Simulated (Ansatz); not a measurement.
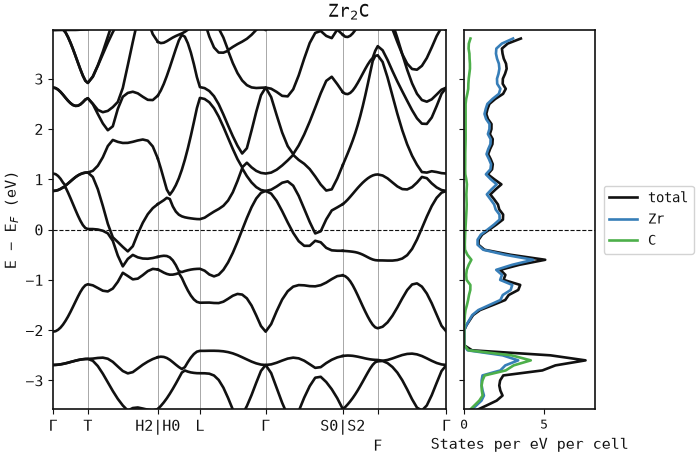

Band structure and density of states. Energies are counted from the Fermi level. The partial curves are projected on Löwdin-orthogonalised atomic shells.

Calculation on Zr2C, space group R-3m, 3 atoms in the cell.

Ansatz; DFT PBEsol, scalar-relativistic, plane waves, PAW, no spin polarisation, 18×18×18 k mesh, 420 eV cutoff.

Question: Does this material conduct, going by its bands?

Answer: A metal: 2 bands cross the Fermi level along this path.

Question: What is the density of states at the Fermi level?

Answer: The density of states at the Fermi level isn't well fixed here: it changes fast, and within 0.3 eV it runs from 0.9 to 2.4 per eV and cell.

Question: Which levels at Γ lie nearest to the Fermi level?

Answer: At Γ the nearest levels lie 2.03 eV below and 0.77 eV above the Fermi level.

Question: What carries the states at the Fermi level?

Answer: By projected weight, the states within 0.3 eV of the Fermi level are Zr almost alone.

The structure is an invented one, so it need not be a known or stable phase.
